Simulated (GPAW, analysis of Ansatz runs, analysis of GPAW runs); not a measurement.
# Charge-transition level of the Ti on the Ga site in GaAs (PBEsol) (GPAW)

Aim: the charge-transition level of the Ti on the Ga site in GaAs, to be set beside the measurement. Set-up: PBEsol, plane waves 500 eV, 32-site cell, PBEsol lattice, k: the single point 1/4 1/4 1/4 then 2x2x2 shifted, dielectric constants 10.9 and 12.9 (handbook). The model is a cell of 32 host atoms with 1 Ga taken out and 1 Ti put in. The level is the Fermi energy at which two charge states have equal formation energy, after a correction for the images of the charge. A local or semilocal functional is the cheapest first rung.

**The experiment.** (+1/0) level below the conduction-band bottom: 0.9 eV, by DLTS; Ti(4+/3+) donor level, value from Fig. 2 (“Band-Edge Hydrostatic Deformation Potentials in III-V Semiconductors”, 1987, D. D. Nolte, W. Walukiewicz, and E. E. Haller).

Program: GPAW 26.7.0. Level of theory: GPAW plane-wave PAW DFT, PBEsol; relaxation of all atoms of a defect supercell. Results are calculated unless marked as measured.

### Step 1. Set-up

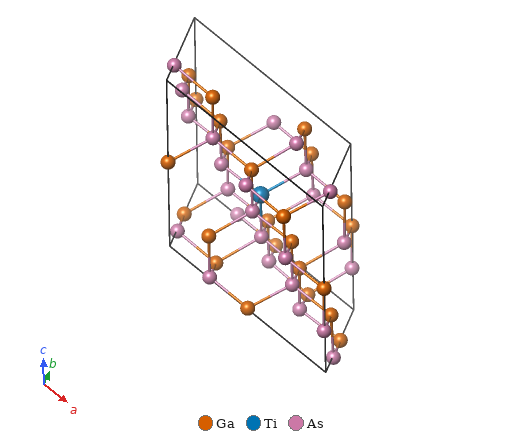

Start, viewed slightly off an axis; gallium orange, titanium blue, arsenic pink. Some periodic images of atoms are drawn too.

The cell holds 32 atoms: 15 Ga, 1 Ti and 16 As. Its edges and angles: a = 9.848 Å, b = 9.848 Å, c = 9.848 Å, α = 109.5°, β = 109.5°, γ = 109.5°. It derives from GaAs (space group F-43m). Nearest the centre at fractional (0.250, 0.500, 0.250): Ti7 at 0.05 Å, As19 at 2.44 Å, As23 at 2.45 Å, As22 at 2.50 Å, As28 at 2.50 Å, Ga10 at 3.97 Å, Ga1 at 3.97 Å, Ga12 at 4.00 Å. The cell carries charge +1.

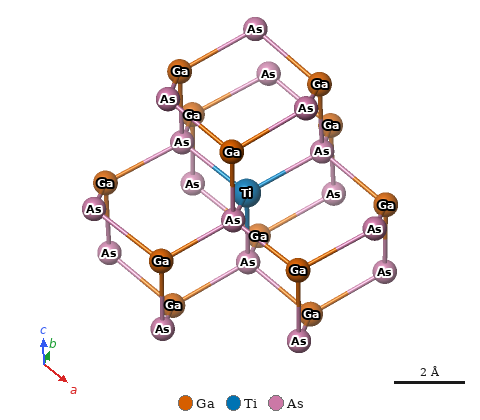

The atoms within 5 Å of the centre.

The host's primitive cell comes from a first run (GPAW plane-wave PAW DFT, PBEsol; relaxation of cell and atoms of a defect-free cell): vectors of 4.020, 4.020 and 4.020 Å. That is 22.98 Å³ an atom, 1.7 % over the diffraction cell's volume. The supercell is built on it.

### Step 2. Relaxation, charge +1

Every later number rests on the structure around the defect, so the atoms are relaxed at the host's lattice first.

Contents of run.py:

```python
import numpy as np
from ase.io import read, write
from ase.parallel import parprint, world
from gpaw import GPAW, PW
from gpaw import setup_paths
from ase.optimize import BFGS

setup_paths.insert(0, '.')
atoms = read('POSCAR')
calc = GPAW(mode=PW(500),
            xc='PBEsol',
            kpts=[[0.25, 0.25, 0.25]],
            charge=1,
            occupations={'name': 'fermi-dirac', 'width': 0.01},
            nbands=76,
            convergence={'density': 1e-05, 'forces': 0.001},
            maxiter=150,
            symmetry='off',
            txt='gpaw.txt')
atoms.calc = calc
opt = BFGS(atoms, trajectory='relax.traj', logfile='-')
done = opt.run(fmax=0.02, steps=80)
parprint('Converged:', done)
energy = atoms.get_potential_energy()
forces = atoms.get_forces()
parprint(f'Energy: {energy:.6f} eV, largest force {np.linalg.norm(forces, axis=1).max():.4f} eV/A')
calc.write('gs.gpw')
write('final.xyz', atoms)
for s in range(calc.get_number_of_spins()):
    parprint('Levels (eV), spin', s, calc.get_eigenvalues(kpt=0, spin=s)[-16:].round(3))
```

Contents of POSCAR:

```
Ga Ti Ga As
 1.0000000000000000
    -5.6857970252916630    5.6857970252916497   -5.6857970252916594
     5.6857970252916621    5.6857970252916443    5.6857970252916399
     5.6857970252916736   -5.6857970252916434   -5.6857970252916541
 Ga  Ti  Ga  As 
   6   1   9  16
Direct
  0.0042177621793729  0.0058172847048543  0.0020437427804120
  0.0009241958467259  0.2485579688925224  0.7451385779459518
 -0.0024600604382828  0.4987754292331982  0.5034346850078839
 -0.0032071981856300  0.7529828643345482  0.2494546349889450
  0.2496685665357912  0.0022473666938122  0.7551694292719757
  0.2453363857195168  0.2454154240621765  0.4943160001939965
  0.2530377142347491  0.4982434686080195  0.2536034208362620
  0.2482575957984000  0.7532594182466510 -0.0024246857584860
  0.4944228388760675 -0.0015590005016357  0.4956985594288600
  0.4966240956037562  0.2528342000958017  0.2498611866068845
  0.4960447307436927  0.5004240303931516 -0.0043740586929463
  0.5016380151688716  0.7460870899423577  0.7472204796784708
  0.7486917918783169  0.0030016382883966  0.2541361382882799
  0.7440428311885672  0.2485652646972669 -0.0024617796514816
  0.7533128007933806  0.5022581019496202  0.7561159543196621
  0.7534070220328482  0.7495320164772485  0.4972584929848868
  0.0051138909626788  0.0047525872671011  0.7553031343866190
 -0.0032128363940233  0.2508652219265239  0.4955479321921023
  0.0018526047563154  0.5024421917361036  0.2468005593052315
 -0.0061300113179737  0.7477838640969687 -0.0030741860926747
  0.2539892026318134 -0.0018534391757694  0.5021282231235837
  0.2463867891498246  0.2439722748038342  0.2456747801368084
  0.2537614746279951  0.4979183896492027  0.0021056013851400
  0.2513885925651073  0.7531045730038189  0.7558940632691629
  0.5009180743404995  0.0049034404087502  0.2491733150706853
  0.4966938632102870  0.2445886338808988 -0.0053419810703051
  0.4940426234860371  0.4963402913777302  0.7480999611172393
  0.5060025465327562  0.7516115407670857  0.5027382290377789
  0.7444157906629751 -0.0007089366794982 -0.0031611425934056
  0.7540509452306998  0.2520772604196871  0.7481911472330810
  0.7550917865498635  0.5018769761460963  0.5051681433534437
  0.7455595168794010  0.7444781048303653  0.2483945069852131
```

Started as:

```bash
$ gpaw-setup -f PBEsol As Ga Ti
$ OMP_NUM_THREADS=1 mpirun -n 8 gpaw python run.py > stdout
```

What it wrote:

```text
__  _  _
 | _ |_)|_||  |
 |__||  | ||/\| - 26.7.0

Input parameters:
  mode=PW(ecut=500.0),
  charge=1,
  convergence={'density': 1e-05, 'forces': 0.001},
  kpts=KPoints(kpts=array([[0.25, 0.25, 0.25]])),
  maxiter=150,
  nbands=76,
  occupations=Occupations(name='fermi-dirac', width=0.01),
  symmetry=Symmetry(point_group=False, time_reversal=False),
  xc=XC(name='PBEsol')

Diagonalizing LCAO Hamiltonian
Converting LCAO to pw mode

                                 As
                               Ga

                                    Ga
                          As
                       Ga      As
                            ATi
                   As            As
                Ga  Ga        Ga  Ga
                        As             As
                      Ga            Ga
            As            As  As
                 As        Ga
               Ga            GaAGa
                       As
                    Ga
                        As  As
                          Ga

Atoms  # Å, Bohr magnetons
|    | symbol |         x |         y |         z |    initial magnetic moments |
|----|--------|-----------|-----------|-----------|-----------------------------|
|  0 |     Ga |  0.020715 |  0.045437 | -0.002526 | ( 0.0000,  0.0000,  0.0000) |
|  1 |     Ga |  5.644702 | -2.818202 | -2.828711 | ( 0.0000,  0.0000,  0.0000) |
|  2 |     Ga |  5.712351 | -0.040479 | -0.012504 | ( 0.0000,  0.0000,  0.0000) |
|  3 |     Ga |  5.717892 |  2.844724 |  2.881195 | ( 0.0000,  0.0000,  0.0000) |
|  4 |     Ga |  2.886953 | -2.861397 | -5.700527 | ( 0.0000,  0.0000,  0.0000) |
|  5 |     Ga |  2.811030 | -0.020265 | -2.810131 | ( 0.0000,  0.0000,  0.0000) |
|  6 |     Ti |  2.836128 |  2.829695 | -0.047747 | ( 0.0000,  0.0000,  0.0000) |
|  7 |     Ga |  2.857552 |  5.708209 |  2.885124 | ( 0.0000,  0.0000,  0.0000) |
|  8 |     Ga | -0.001611 | -0.016118 | -5.638493 | ( 0.0000,  0.0000,  0.0000) |
|  9 |     Ga |  0.034520 |  2.840608 | -2.806800 | ( 0.0000,  0.0000,  0.0000) |
| 10 |     Ga |  0.000030 |  5.690589 |  0.049770 | ( 0.0000,  0.0000,  0.0000) |
| 11 |     Ga |  5.638432 |  2.845768 | -2.858656 | ( 0.0000,  0.0000,  0.0000) |
| 12 |     Ga | -2.794876 |  2.829010 | -5.684809 | ( 0.0000,  0.0000,  0.0000) |
| 13 |     Ga | -2.831182 |  5.657765 | -2.803188 | ( 0.0000,  0.0000,  0.0000) |
| 14 |     Ga |  2.871676 |  2.839799 | -5.726568 | ( 0.0000,  0.0000,  0.0000) |
| 15 |     Ga |  2.805278 |  5.718095 | -2.849343 | ( 0.0000,  0.0000,  0.0000) |
| 16 |     As |  4.292446 | -4.238402 | -4.296555 | ( 0.0000,  0.0000,  0.0000) |
| 17 |     As |  4.262221 | -1.409484 | -1.372949 | ( 0.0000,  0.0000,  0.0000) |
| 18 |     As |  4.249509 |  1.464060 |  1.442993 | ( 0.0000,  0.0000,  0.0000) |
| 19 |     As |  4.269122 |  4.234372 |  4.304080 | ( 0.0000,  0.0000,  0.0000) |
| 20 |     As |  1.400330 | -1.421406 | -4.309668 | ( 0.0000,  0.0000,  0.0000) |
| 21 |     As |  1.383128 |  1.391225 | -1.410585 | ( 0.0000,  0.0000,  0.0000) |
| 22 |     As |  1.400199 |  4.261927 |  1.376255 | ( 0.0000,  0.0000,  0.0000) |
| 23 |     As |  7.150515 |  1.413484 | -1.445205 | ( 0.0000,  0.0000,  0.0000) |
| 24 |     As | -1.403490 |  1.459250 | -4.236987 | ( 0.0000,  0.0000,  0.0000) |
| 25 |     As | -1.463793 |  4.245155 | -1.403046 | ( 0.0000,  0.0000,  0.0000) |
| 26 |     As |  4.266609 |  1.377572 | -4.240480 | ( 0.0000,  0.0000,  0.0000) |
| 27 |     As |  4.254950 |  4.292071 | -1.461985 | ( 0.0000,  0.0000,  0.0000) |
| 28 |     As | -4.254602 |  4.246540 | -4.218654 | ( 0.0000,  0.0000,  0.0000) |
| 29 |     As |  1.399943 |  1.466578 | -7.108183 | ( 0.0000,  0.0000,  0.0000) |
| 30 |     As |  1.432556 |  4.274586 | -4.312012 | ( 0.0000,  0.0000,  0.0000) |
| 31 |     As |  1.406172 |  7.059731 | -1.418469 | ( 0.0000,  0.0000,  0.0000) |

Unit cell  # Å
| periodic |         x |         y |         z |  lengths |     angles |
|----------|-----------|-----------|-----------|----------|------------|
|      yes | -5.685797 |  5.685797 | -5.685797 | 9.848089 | 109.471221 |
|      yes |  5.685797 |  5.685797 |  5.685797 | 9.848089 | 109.471221 |
|      yes |  5.685797 | -5.685797 | -5.685797 | 9.848089 | 109.471221 |

Number of symmetries: 1
Symmetry operations  # r_c * U_cc + t_c -> r_c
|   | kind |            matrix            |
|---|------|------------------------------|
| 0 |  E   |  1, 0, 0,  0, 1, 0,  0, 0, 1 |

BZ-sampling:
  Number of BZ points: 1
  Number of IBZ points: 1

K-points  # in reciprocal-cell coordinates
|   |                                coordinates |     weight |
|---|--------------------------------------------|------------|
| 0 | (  0.25000000,   0.25000000,   0.25000000) | 1.00000000 |

Plane wave coefficients: 18720
Cutoff: 500.0 eV

Spin-components: 1 (collinear spins)
Bands:           76
Projectors:      161
Spin-degeneracy: 2
Datatype:        complex128

Density:
  Valence electrons: 137.0
  Components: 1
  Grid points: [54 54 54]
  Charge: 1.0  # |e|

Potential:
  Grid points: [54 54 54]

species:
  Ga:
    name:    Gallium
    Z:       31.0
    valence: 3
    core:    28
    charge:  0.0  # [|e|]
    compensation charges:
      type: gauss
      rc: 0.37  # [Å]
      lmax: 2
    cutoffs:
      filter: 2.06  # [Å]
      core: 4.17  # [Å]
    projectors
    | kind |    occ | energy [eV] | rcut [Å] |
    |------|--------|-------------|----------|
    |   4s |  2.000 |      -8.959 |    1.164 |
    |   4p |  1.000 |      -2.572 |    1.164 |
    |    s |        |      18.252 |    1.164 |
    |    p |        |      24.640 |    1.164 |
    |    d |        |       0.000 |    1.164 |

    Using partial waves for Ga as LCAO basis

  Ti:
    name:    Titanium
    Z:       22.0
    valence: 12
    core:    10
    charge:  0.0  # [|e|]
    compensation charges:
      type: gauss
      rc: 0.38  # [Å]
      lmax: 2
    cutoffs:
      filter: 2.23  # [Å]
      core: 1.02  # [Å]
    projectors
    | kind |    occ | energy [eV] | rcut [Å] |
    |------|--------|-------------|----------|
    |   3s |  2.000 |     -62.441 |    1.270 |
    |   4s |  2.000 |      -4.477 |    1.270 |
    |   3p |  6.000 |     -38.776 |    1.058 |
    |   4p |  0.000 |      -1.449 |    1.058 |
    |   3d |  2.000 |      -4.275 |    1.058 |
    |    d |        |      22.937 |    1.058 |

    Using partial waves for Ti as LCAO basis

  As:
    name:    Arsenic
    Z:       33.0
    valence: 5
    core:    28
    charge:  0.0  # [|e|]
    compensation charges:
      type: gauss
      rc: 0.33  # [Å]
      lmax: 2
    cutoffs:
      filter: 1.87  # [Å]
[...]
|  6 |     Ti |  2.845117 |  2.842021 |  0.004437 | ( 0.0000,  0.0000,  0.0000) |
[...]
Unit cell  # Å
| periodic |         x |         y |         z |  lengths |     angles |
|----------|-----------|-----------|-----------|----------|------------|
|      yes | -5.685797 |  5.685797 | -5.685797 | 9.848089 | 109.471221 |
|      yes |  5.685797 |  5.685797 |  5.685797 | 9.848089 | 109.471221 |
|      yes |  5.685797 | -5.685797 | -5.685797 | 9.848089 | 109.471221 |

Initialization done in: 0.447 s

convergence criteria:
- Maximum integral of absolute [dens]ity change: 1e-05 electrons / valence electron
- Maximum change in the atomic [forces] across last 2 cycles: 0.001 eV/Ang OR
Maximum error relative to the maximum force is below inf
- Maximum [total energy] change in last 3 cyles: 0.0005 eV / valence electron
- Maximum integral of absolute [eigenst]ate change: 4e-08 eV^2 / valence electron
maximum number of iterations: 150

SCF iterations
|iter     | |      energy | eigst |  dens |force |
|---------|-|-------------|-------|-------|------|
|iter:   1| | -151.182383c| -4.86 |       |      |
[...]
|iter:   4| | -151.182255c| -6.47 | -3.77 |      |
|iter:   5| | -151.182258c| -6.24 | -4.08 |      |
|iter:   6| | -151.182253c| -6.60 | -4.14 |      |
|iter:   7| | -151.182253c| -7.50c| -4.49 |      |
|iter:   8| | -151.182253c| -8.24c| -4.95 |      |
|iter:   9| | -151.182253c| -8.74c| -5.25c|-1.60 |
|iter:  10| | -151.182253c| -9.27c| -5.77c|-4.10c|

Converged in 10 steps
SCF loop duration: 8.730 s (0.873 s/step)
Energy contributions relative to reference atoms: (reference = -1799215.367818)

Energy contributions:
  Kinetic:         337.029209
  Coulomb:        -311.600130
  Zero:              0.133602
  External:          0.000000
  Xc:             -176.744934
  Entropy:          -0.000000
  Spinorbit:         0.000000
  ----------------------------
  Free energy:    -151.182253
  Extrapolated:   -151.182253

dipole moment: (-26.028173, 31.686344, -162.397414)  # |e|*Ang

Fermi level: 4.366
Eigenvalues  # (at kpt = [0.250, 0.250, 0.250])
| band index |      eig [eV] | occ [0-2] |
|------------|---------------|-----------|
[...]
|        ... |               |           |
[...]
Gap: 1.184 eV
Transition (v -> c):
  (s=0, k=0, n=67, [0.25, 0.25, 0.25]) -> (s=0, k=0, n=68, [0.25, 0.25, 0.25])
No difference between direct/indirect transitions

Forces  # eV/Ang
|        x |        y |        z |
|----------|----------|----------|
[...]
As
                               Ga

                                    Ga
                          As
                       Ga
                            ATi As
                   As            As
                Ga  Ga        Ga  Ga
                        As             As
                      Ga            Ga
            As            As  As
                           Ga
               GaAs          Ga Ga
                       As
                    Ga
                        As  As
                          Ga

Atoms  # Å, Bohr magnetons
|    | symbol |         x |         y |         z |    initial magnetic moments |
|----|--------|-----------|-----------|-----------|-----------------------------|
[...]
|  6 |     Ti |  2.844704 |  2.842016 |  0.004785 | ( 0.0000,  0.0000,  0.0000) |
[...]
|  8 |     Ga |  0.014757 |  0.010528 | -5.665803 | ( 0.0000,  0.0000,  0.0000) |
|  9 |     Ga | -0.008786 |  2.861574 | -2.850578 | ( 0.0000,  0.0000,  0.0000) |
| 10 |     Ga | -0.008761 |  5.698950 | -0.009054 | ( 0.0000,  0.0000,  0.0000) |
| 11 |     Ga |  5.696709 |  2.824762 | -2.849476 | ( 0.0000,  0.0000,  0.0000) |
| 12 |     Ga | -2.840149 |  2.838616 | -5.675825 | ( 0.0000,  0.0000,  0.0000) |
| 13 |     Ga | -2.860122 |  5.672003 | -2.826471 | ( 0.0000,  0.0000,  0.0000) |
| 14 |     Ga |  2.842471 |  2.841969 | -5.678663 | ( 0.0000,  0.0000,  0.0000) |
| 15 |     Ga |  2.828581 |  5.703072 | -2.852660 | ( 0.0000,  0.0000,  0.0000) |
[...]
| 24 |     As | -1.420444 |  1.427160 | -4.259286 | ( 0.0000,  0.0000,  0.0000) |
| 25 |     As | -1.424453 |  4.263894 | -1.415111 | ( 0.0000,  0.0000,  0.0000) |
| 26 |     As |  4.260003 |  1.421882 | -4.266013 | ( 0.0000,  0.0000,  0.0000) |
| 27 |     As |  4.261748 |  4.263906 | -1.416032 | ( 0.0000,  0.0000,  0.0000) |
| 28 |     As | -4.261135 |  4.254049 | -4.262445 | ( 0.0000,  0.0000,  0.0000) |
| 29 |     As |  1.425210 |  1.424638 | -7.095249 | ( 0.0000,  0.0000,  0.0000) |
| 30 |     As |  1.425873 |  4.263409 | -4.267699 | ( 0.0000,  0.0000,  0.0000) |
| 31 |     As |  1.426591 |  7.114810 | -1.410899 | ( 0.0000,  0.0000,  0.0000) |

Unit cell  # Å
| periodic |         x |         y |         z |  lengths |     angles |
|----------|-----------|-----------|-----------|----------|------------|
|      yes | -5.685797 |  5.685797 | -5.685797 | 9.848089 | 109.471221 |
|      yes |  5.685797 |  5.685797 |  5.685797 | 9.848089 | 109.471221 |
|      yes |  5.685797 | -5.685797 | -5.685797 | 9.848089 | 109.471221 |

Initialization done in: 0.451 s

convergence criteria:
- Maximum integral of absolute [dens]ity change: 1e-05 electrons / valence electron
- Maximum change in the atomic [forces] across last 2 cycles: 0.001 eV/Ang OR
Maximum error relative to the maximum force is below inf
- Maximum [total energy] change in last 3 cyles: 0.0005 eV / valence electron
- Maximum integral of absolute [eigenst]ate change: 4e-08 eV^2 / valence electron
maximum number of iterations: 150

SCF iterations
|iter     | |      energy | eigst |  dens |force |
|---------|-|-------------|-------|-------|------|
|iter:   1| | -151.182438c| -5.58 |       |      |
|iter:   2| | -151.182431c| -6.85 | -3.67 |      |
|iter:   3| | -151.182410c| -6.62 | -3.73 |      |
|iter:   4| | -151.182407c| -6.92 | -4.06 |      |
|iter:   5| | -151.182407c| -6.84 | -4.41 |      |
|iter:   6| | -151.182406c| -7.32 | -4.47 |      |
|iter:   7| | -151.182406c| -7.94c| -4.81 |      |
|iter:   8| | -151.182406c| -8.06c| -5.22c|-1.80 |
|iter:   9| | -151.182406c| -9.06c| -5.58c|-3.69c|

Converged in 9 steps
SCF loop duration: 7.756 s (0.862 s/step)
Energy contributions relative to reference atoms: (reference = -1799215.367818)

Energy contributions:
  Kinetic:         337.028081
  Coulomb:        -311.599188
  Zero:              0.133588
  External:          0.000000
  Xc:             -176.744887
  Entropy:          -0.000000
  Spinorbit:         0.000000
  ----------------------------
  Free energy:    -151.182406
  Extrapolated:   -151.182406

dipole moment: (-26.023799, 31.749047, -162.319492)  # |e|*Ang

Fermi level: 4.366
Eigenvalues  # (at kpt = [0.250, 0.250, 0.250])
| band index |      eig [eV] | occ [0-2] |
|------------|---------------|-----------|
[...]
|        ... |               |           |
[...]
|         68 |         5.220 |     0.000 |
|         69 |         5.221 |     0.000 |
|         70 |         6.027 |     0.000 |
|         71 |         6.029 |     0.000 |
|         72 |         6.031 |     0.000 |
|         73 |         6.208 |     0.000 |
|         74 |         6.209 |     0.000 |
|         75 |         6.210 |     0.000 |

Gap: 1.184 eV
Transition (v -> c):
  (s=0, k=0, n=67, [0.25, 0.25, 0.25]) -> (s=0, k=0, n=68, [0.25, 0.25, 0.25])
No difference between direct/indirect transitions

Forces  # eV/Ang
|        x |        y |        z |
|----------|----------|----------|
[...]
| -0.00119 | -0.01221 | -0.00767 |  # As  24
| -0.00736 | -0.00407 |  0.00875 |  # As  25
| -0.00246 |  0.01210 |  0.00293 |  # As  26
| -0.00168 |  0.00032 | -0.00256 |  # As  27
| -0.00021 |  0.01091 |  0.00107 |  # As  28
|  0.00840 |  0.00205 |  0.00127 |  # As  29
|  0.00891 | -0.00290 |  0.00506 |  # As  30
|  0.01025 | -0.00003 | -0.00297 |  # As  31

# Writing to gs.gpw (mode='')
```

Wall time 2.6 min (8 MPI ranks of Arm Neoverse V2, shared host); peak memory 2 GiB.

(Continued in part 2 of 4.)

[Logs are printed without paths, hosts, clocks, repeated set-up lines and the standing remarks that a program may print on its own settings, such as how far it seeks lower states.]

[Hosts, paths, dates, database ids (printed as entryN), source tags and the programs' standing remarks are cut or masked in the printed files.]

[For some hosts the program warned that the k-mesh of the response run may be too coarse for force constants and the static dielectric constant; such warnings are not shown here.]
